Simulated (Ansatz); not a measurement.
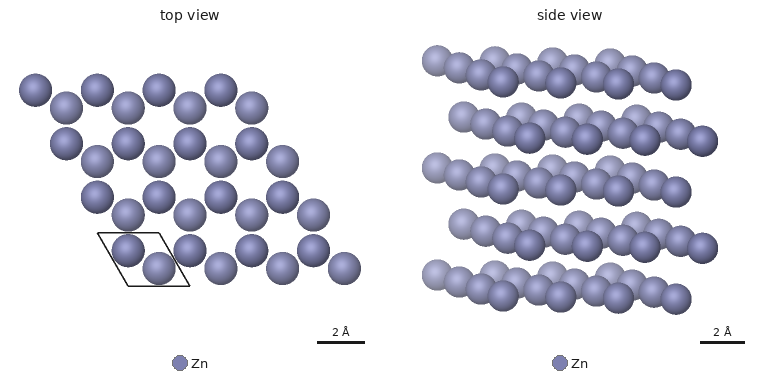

Zn(001) (P6_3/mmc bulk, 5 atomic planes (those closer than 0.6 Å count as one), 10 Å), seen from above and from the side.

Method: Ansatz 0.2.0, DFT PBE, scalar-relativistic, plane waves, PAW. Cutoff 420 eV, 21 × 21 k-points, Gaussian smearing 0.1 eV, dipole correction. The slab is a cut without reconstruction beyond its cell, at the source's lattice constants, with its lower half held fixed and the rest relaxed. No spin polarisation. The run couldn't confirm all of its levels under its output density. The run warns that the functional's potential is rough in the thin density of the vacuum, where the tip is; weak contrasts and barriers may feel it.

The STM signal is simulated in the Tersoff–Hamann approximation. Bias windows are sharp sums over the levels of the k mesh.

```
CELL_PARAMETERS angstrom
2.66480 0.00000 0.00000
-1.33240 2.30778 0.00000
0.00000 0.00000 27.89340
ATOMIC_POSITIONS crystal
Zn 0.33333 0.66667 0.32266
Zn 0.66667 0.33333 0.41133
Zn 0.33333 0.66667 0.50000
Zn 0.66667 0.33333 0.58867
Zn 0.33333 0.66667 0.67734
```

The last single point, restarted from the relaxation's density, took 100 s on 1 thread of Arm Neoverse N1, on a shared host, peak memory 0.47 GiB.

Question: Predict the constant-current image at a set point of 9.6 × 10⁻⁴ e/Å³ at +1.50 V.

Answer: The brightest spots lie over the top Zn atoms; the darkest points are over the sites above the Zn atoms 2.5 Å below the top plane. The corrugation is 5 pm at a mean tip height of 3.0 Å. So weak a contrast (5 pm) depends on the k-mesh and on the tip.

The computed image, with the atoms seen from above drawn over one corner (deeper ones smaller):

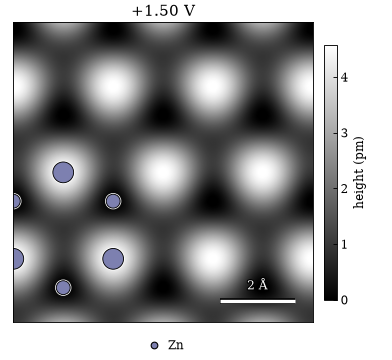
